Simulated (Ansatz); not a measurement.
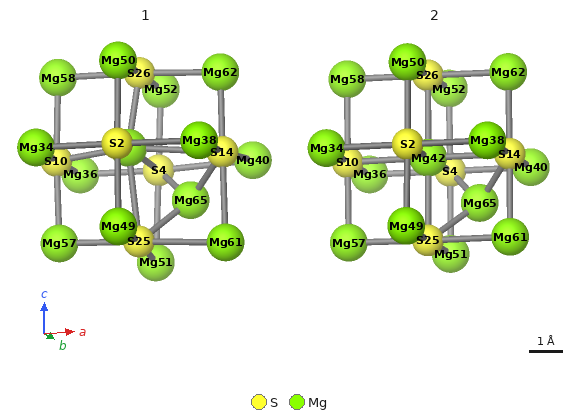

Two geometries of a defect cell of composition S32Mg33 (cell charge −1), drawn at one scale. One is the start of a relaxation, the other its converged end. A ball-and-stick model of the atoms within 4.2 Å of the atom that moves most (axes of the cell of the calculation (origin shifted)), seen from a free direction.

Method: Ansatz, DFT, PBEsol, PAW, plane waves. Settings: plane-wave cutoff 420 eV; k-point mesh 1 × 1 × 1; mesh shifted by (0.25, 0.25, 0.25); collinear spin; atoms relaxed in a fixed cell; force threshold 0.03 eV/Å; at most 80 steps.

> Which one is relaxed?

Structure 1 is the relaxed one. The largest move is that of Mg42, 0.48 Å along [−1 −1 1]. Largest moves by element: Mg 0.48 Å, S 0.16 Å. The cell stays as it was. Some distances before and after: Mg51–Mg65 2.245 → 2.717 Å, Mg40–Mg65 2.233 → 2.668 Å, Mg42–Mg65 2.253 → 2.676 Å, Mg61–Mg65 2.293 → 2.715 Å. Bond angles that change, for instance: S25–Mg42–S26 179.3° → 163.0°, S2–Mg42–S4 179.0° → 165.1°, S2–Mg42–S10 90.5° → 102.5°. After 6 geometry steps the energy has fallen by 3.408 eV per cell of the calculation. The largest force component goes from 2.5 to 0.025 eV/Å. The program noted that the starting moments weren't kept.

Limits of the set-up: the cell is charged, on a uniform background, and energies carry no finite-size correction.
